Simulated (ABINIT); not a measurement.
**Run report: PbF$_{2}$, geometry relaxation (part 1 of 3)**

The run: geometry relaxation of PbF$_{2}$ (Fm-3m, 3 atoms in the cell). Method and program: Kohn-Sham DFT of a periodic cell, LDA, PseudoDojo NC SR LDA v0.4.1 standard, no spin polarisation (ABINIT 10.8.3).

The structure derives from an entry of the Crystallography Open Database.

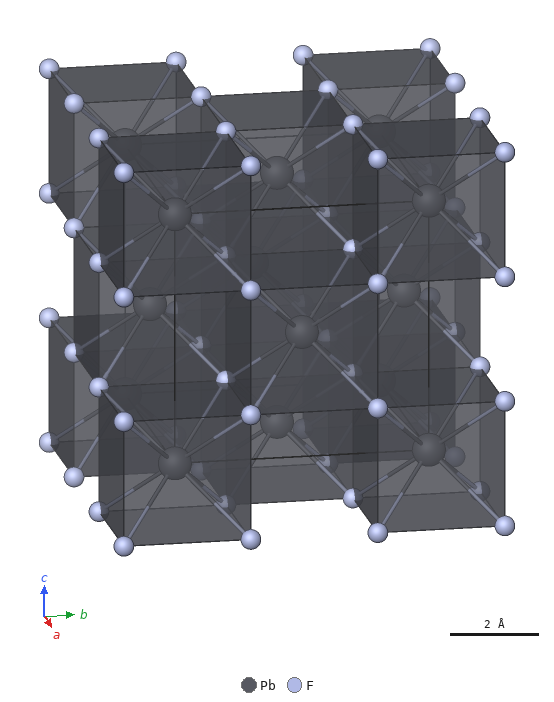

The starting structure (polyhedral view of the cell 4 times as large as that of the calculation, set on its symmetry axes, seen slightly off an axis; polyhedra are completed across the faces of the cell). An atom can appear more than once, as a periodic image.

### Input
```
# Pseudopotentials
pp_dirpath "./"
pseudos "Pb.upf, F.upf"

# Structure
acell 7.9203111546 7.9203111546 7.9203111546
rprim
     0.0000000000     0.7071067812     0.7071067812
     0.7071067812     0.0000000000     0.7071067812
     0.7071067812     0.7071067812     0.0000000000
ntypat 2
znucl 82 9
natom 3
typat 1 2 2
chkprim 0
chksymtnons 0
tolsym 1.0e-6
xred
            0.0            0.0            0.0
            3/4            3/4            3/4
            1/4            1/4            1/4

# Plane-wave basis
ecut 42.0
ecutsm 0.5

# k points
kptopt 1
ngkpt 6 6 6
nshiftk 1
shiftk 0.0 0.0 0.0

# Exchange and correlation
ixc 7

# Bands and occupations
nband 18
occopt 3
tsmear 0.05 eV

# SCF cycle
nstep 80
tolvrs 1.0e-12

# Output
iomode 3
prteig 0
prtebands 0
prtwf 0
prtden 0

# Relaxation
ionmov 2
optcell 2
ntime 50
tolmxf 2.0e-5
dilatmx 1.08
```

Hardware: 4 threads of Intel Xeon @ 2.50GHz (Skylake/Cascade Lake), 32 GiB of memory available, shared host.

Command:
```bash
mpirun --bind-to none -np 4 abinit run.abi > log 2>&1
```

### The program's output
```
.Version 10.8.3 of ABINIT
 Symmetries : space group Fm -3 m (#225); Bravais cF (face-center cubic)
================================================================================
 Values of the parameters that define the memory need of the present run
     intxc =       0    ionmov =       2      iscf =       7    lmnmax =       6
     lnmax =       6     mgfft =      50  mpssoang =       3    mqgrid =    3001
     natom =       3  nloc_mem =       1    nspden =       1   nspinor =       1
    nsppol =       1      nsym =      48    n1xccc =    2501    ntypat =       2
    occopt =       3   xclevel =       1
       mpw =        5793          nfft =      125000          nkpt =          16
================================================================================
================================================================================

--------------------------------------------------------------------------------
------------- Echo of variables that govern the present computation ------------
--------------------------------------------------------------------------------
 -outvars: echo values of preprocessed input variables --------
            acell      7.9203111546E+00  7.9203111546E+00  7.9203111546E+00 Bohr
              amu      2.07200000E+02  1.89984032E+01
          chkprim           0
      chksymtnons           0
          dilatmx      1.08000000E+00
             ecut      4.20000000E+01 Hartree
           ecutsm      5.00000000E-01 Hartree
           ionmov           2
              ixc           7
         kptrlatt        6    0    0      0    6    0      0    0    6
          kptrlen      4.75218669E+01
            natom           3
            nband          18
            ngfft          50      50      50
             nkpt          16
            nstep          80
             nsym          48
            ntime          50
           ntypat           2
           occopt           3
          optcell           2
           prtden           0
        prtebands           0
           prteig           0
            prtwf           0
            rprim      0.0000000000E+00  7.0710678120E-01  7.0710678120E-01
                       7.0710678120E-01  0.0000000000E+00  7.0710678120E-01
                       7.0710678120E-01  7.0710678120E-01  0.0000000000E+00
          spgroup         225
           tolmxf      2.00000000E-05
           tolsym      1.00000000E-06
           tolvrs      1.00000000E-12
           tsmear      1.83746611E-03 Hartree
            typat      1  2  2
           xangst      0.0000000000E+00  0.0000000000E+00  0.0000000000E+00
                       4.4454899971E+00  4.4454899971E+00  4.4454899971E+00
                       1.4818299990E+00  1.4818299990E+00  1.4818299990E+00
            xcart      0.0000000000E+00  0.0000000000E+00  0.0000000000E+00
                       8.4007585899E+00  8.4007585899E+00  8.4007585899E+00
                       2.8002528633E+00  2.8002528633E+00  2.8002528633E+00
             xred      0.0000000000E+00  0.0000000000E+00  0.0000000000E+00
                       7.5000000000E-01  7.5000000000E-01  7.5000000000E-01
                       2.5000000000E-01  2.5000000000E-01  2.5000000000E-01
            znucl       82.00000    9.00000

================================================================================

 chkinp: Checking input parameters for consistency.

================================================================================
== DATASET  1 ==================================================================

--- !DatasetInfo
iteration_state: {dtset: 1, }
dimensions: {natom: 3, nkpt: 16, mband: 18, nsppol: 1, nspinor: 1, nspden: 1, mpw: 5793, }
cutoff_energies: {ecut:  42.0, pawecutdg:  -1.0, }
electrons: {nelect:   2.80000000E+01, charge:   0.00000000E+00, occopt:   3.00000000E+00, tsmear:   1.83746611E-03, }
meta: {optdriver: 0, ionmov: 2, optcell: 2, iscf: 7, paral_kgb: 0, }
...

 Exchange-correlation functional for the present dataset will be:
  LDA: Perdew-Wang 92 LSD fit to Ceperley-Alder data - ixc=7
  J.P.Perdew and Y.Wang, PRB 45, 13244 (1992)

 Real(R)+Recip(G) space primitive vectors, cartesian coordinates (Bohr,Bohr^-1):
 R(1)=  0.0000000  5.6005057  5.6005057  G(1)= -0.0892777  0.0892777  0.0892777
 R(2)=  5.6005057  0.0000000  5.6005057  G(2)=  0.0892777 -0.0892777  0.0892777
 R(3)=  5.6005057  5.6005057  0.0000000  G(3)=  0.0892777  0.0892777 -0.0892777
 Unit cell volume ucvol=  3.5132717E+02 bohr^3
 Angles (23,13,12)=  6.00000000E+01  6.00000000E+01  6.00000000E+01 degrees

 getcut: wavevector=  0.0000  0.0000  0.0000  ngfft=  50  50  50
         ecut(hartree)=     48.989   => boxcut(ratio)=   2.00442

--- Pseudopotential description ------------------------------------------------
- pspini: atom type   1  psp file is ./Pb.upf
  82.00000  14.00000  180309                  znucl, zion, pspdat
12 -1012 2 -1 1638                            pspcod,pspxc,lmax,lloc,mmax
     nproj     2     2     2

- pspini: atom type   2  psp file is ./F.upf
   9.00000   7.00000  201202                  znucl, zion, pspdat
12 -1012 2 -1 824                             pspcod,pspxc,lmax,lloc,mmax
     nproj     2     2     1

   1.51292316E+03                                ecore*ucvol(ha*bohr**3)
--------------------------------------------------------------------------------

================================================================================

=== [ionmov= 2] Broyden-Fletcher-Goldfarb-Shanno method (forces)
================================================================================

--- Iteration: ( 1/50) Internal Cycle: (1/1)
--------------------------------------------------------------------------------

---SELF-CONSISTENT-FIELD CONVERGENCE--------------------------------------------

--- !BeginCycle
iteration_state: {dtset: 1, itime: 1, icycle: 1, }
solver: {iscf: 7, nstep: 80, nline: 4, wfoptalg: 0, }
tolerances: {tolvrs: 1.00E-12, }
...

     iter   Etot(hartree)      deltaE(h)  residm     vres2
 ETOT  1  -119.17377757161    -1.192E+02 2.116E-01 7.557E+02
 ETOT  2  -119.28342156753    -1.096E-01 5.104E-03 9.419E+02
 ETOT  3  -119.49341634483    -2.100E-01 3.049E-03 3.978E+01
 ETOT  4  -119.49867606013    -5.260E-03 3.049E-04 1.242E+00
 ETOT  5  -119.49889310703    -2.170E-04 4.013E-05 8.044E-02
 ETOT  6  -119.49890256852    -9.461E-06 7.705E-06 5.784E-03
 ETOT  7  -119.49890299107    -4.225E-07 2.433E-06 3.411E-05
 ETOT  8  -119.49890299499    -3.923E-09 3.567E-07 3.444E-05
 ETOT  9  -119.49890299765    -2.657E-09 2.118E-07 4.180E-07
 ETOT 10  -119.49890299769    -4.465E-11 3.052E-08 3.795E-10
 ETOT 11  -119.49890299769     2.004E-12 1.953E-08 1.327E-11
 ETOT 12  -119.49890299768     9.052E-12 2.795E-09 3.268E-14

 At SCF step   12       vres2   =  3.27E-14 < tolvrs=  1.00E-12 =>converged.

 Cartesian components of stress tensor (hartree/bohr^3)
  sigma(1 1)=  1.53296218E-04  sigma(3 2)=  0.00000000E+00
  sigma(2 2)=  1.53296218E-04  sigma(3 1)=  0.00000000E+00
  sigma(3 3)=  1.53296218E-04  sigma(2 1)=  0.00000000E+00

--- !ResultsGS
iteration_state: {dtset: 1, itime: 1, icycle: 1, }
comment   : Summary of ground state results
lattice_vectors:
- [  0.0000000,   5.6005057,   5.6005057, ]
- [  5.6005057,   0.0000000,   5.6005057, ]
- [  5.6005057,   5.6005057,   0.0000000, ]
lattice_lengths: [   7.92031,    7.92031,    7.92031, ]
lattice_angles: [ 60.000,  60.000,  60.000, ] # degrees, (23, 13, 12)
lattice_volume:   3.5132717E+02
convergence: {deltae:  9.052E-12, res2:  3.268E-14, residm:  2.795E-09, diffor: null, }
etotal    :  -1.19498903E+02
entropy   :   0.00000000E+00
fermie    :   9.12846870E-02
cartesian_stress_tensor: # hartree/bohr^3
- [  1.53296218E-04,   0.00000000E+00,   0.00000000E+00, ]
- [  0.00000000E+00,   1.53296218E-04,   0.00000000E+00, ]
- [  0.00000000E+00,   0.00000000E+00,   1.53296218E-04, ]
pressure_GPa:  -4.5101E+00
xred      :
- [  0.0000E+00,   0.0000E+00,   0.0000E+00, Pb]
- [  7.5000E-01,   7.5000E-01,   7.5000E-01,  F]
- [  2.5000E-01,   2.5000E-01,   2.5000E-01,  F]
cartesian_forces: # hartree/bohr
- [ -3.13011774E-32,  -3.13011774E-32,   3.13011774E-32, ]
- [ -5.94722371E-31,  -3.13011774E-32,   5.94722371E-31, ]
- [  6.26023548E-31,   6.26023548E-32,  -6.26023548E-31, ]
force_length_stats: {min:   5.42152296E-32, max:   8.87541560E-31, mean:   5.94467829E-31, }
...

 Integrated electronic density in atomic spheres:
 ------------------------------------------------
 Atom  Sphere_radius  Integrated_density
    1        2.00000         10.05498764
    2        2.00000          6.96691584
    3        2.00000          6.96691584

---OUTPUT-----------------------------------------------------------------------

 Cartesian coordinates (xcart) [bohr]
  0.00000000000000E+00  0.00000000000000E+00  0.00000000000000E+00
  8.40075858994749E+00  8.40075858994749E+00  8.40075858994749E+00
  2.80025286331583E+00  2.80025286331583E+00  2.80025286331583E+00
 Reduced coordinates (xred)
  0.00000000000000E+00  0.00000000000000E+00  0.00000000000000E+00
  7.50000000000000E-01  7.50000000000000E-01  7.50000000000000E-01
  2.50000000000000E-01  2.50000000000000E-01  2.50000000000000E-01
 Cartesian forces (fcart) [Ha/bohr]; max,rms= 6.26024E-31 4.08117E-31 (free atoms)
 -3.13011774184686E-32 -3.13011774184686E-32  3.13011774184686E-32
 -5.94722370950904E-31 -3.13011774184686E-32  5.94722370950904E-31
  6.26023548369372E-31  6.26023548369372E-32 -6.26023548369372E-31
 Gradient of E wrt nuclear positions in reduced coordinates (gred)
 -6.01951093657143E-47  5.49075614951149E-48  3.50604846764894E-31
 -3.15544362088405E-30 -1.82864805300770E-47  3.50604846764894E-30
  3.15544362088405E-30  3.10541197215701E-46 -3.85665331441384E-30
 Scale of Primitive Cell (acell) [bohr]
  7.92031115460000E+00  7.92031115460000E+00  7.92031115460000E+00
 Real space primitive translations (rprimd) [bohr]
  0.00000000000000E+00  5.60050572663166E+00  5.60050572663166E+00
  5.60050572663166E+00  0.00000000000000E+00  5.60050572663166E+00
  5.60050572663166E+00  5.60050572663166E+00  0.00000000000000E+00
 Unitary Cell Volume (ucvol) [Bohr^3]=  3.51327166116789E+02
 Angles (23,13,12)= [degrees]
  6.00000000000000E+01  6.00000000000000E+01  6.00000000000000E+01
 Lengths [Bohr]
  7.92031115475068E+00  7.92031115475068E+00  7.92031115475068E+00
 Stress tensor in cartesian coordinates (strten) [Ha/bohr^3]
  1.53296218121520E-04  0.00000000000000E+00  0.00000000000000E+00
  0.00000000000000E+00  1.53296218121522E-04  0.00000000000000E+00
  0.00000000000000E+00  0.00000000000000E+00  1.53296218121518E-04
 Total energy (etotal) [Ha]= -1.19498902997682E+02

--- Iteration: ( 2/50) Internal Cycle: (1/1)
--------------------------------------------------------------------------------

---SELF-CONSISTENT-FIELD CONVERGENCE--------------------------------------------

--- !BeginCycle
iteration_state: {dtset: 1, itime: 2, icycle: 1, }
solver: {iscf: 7, nstep: 80, nline: 4, wfoptalg: 0, }
tolerances: {tolvrs: 1.00E-12, }
...
```
